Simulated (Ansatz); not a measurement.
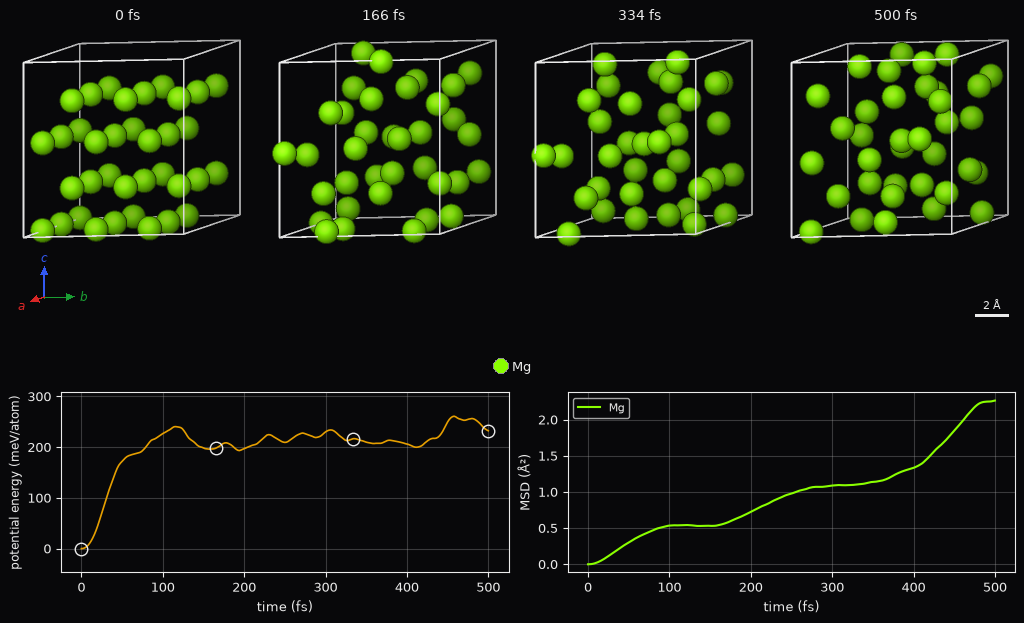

First-principles dynamics of a 36-atom cell of Mg, 500 fs long. The cell was cut from the hcp crystal. Frames and the history of the run. A spheres-only model of the simulation cell, seen slightly off an axis. Atoms that leave the cell re-enter on the other side.

Method: DFT PBE, scalar-relativistic, plane waves, PAW (Ansatz). Run with plane-wave cutoff 420 eV; k-point mesh 1 × 1 × 1; Fermi-Dirac smearing 0.16 eV; volume 1.15 times that of the relaxed crystal; Langevin thermostat (NVT); set temperature 1800 K; time step 2 fs; friction 0.02 per fs.

Question: What do the frames and curves show?

Answer: The mean temperature in the second half is 1776 K (standard deviation 202 K). The potential energy in the second half lies on average 223 meV per atom above the first frame. In the second half of the run the atoms are, in the root-mean-square, this far from where they began (common drift taken out): Mg 1.19 Å. That is a large part of the typical shortest distance between atoms in the first frame, about 3.4 Å and still growing: the atoms leave their places as in a liquid, so the crystal loses its order.

Limits of the set-up: the k-point mesh is coarse for a cell with partly filled bands.

The run took 6.4 min on 4 threads of Intel(R) Xeon(R) 6975P-C (Granite Rapids), on a shared host, peak memory 1 GiB.
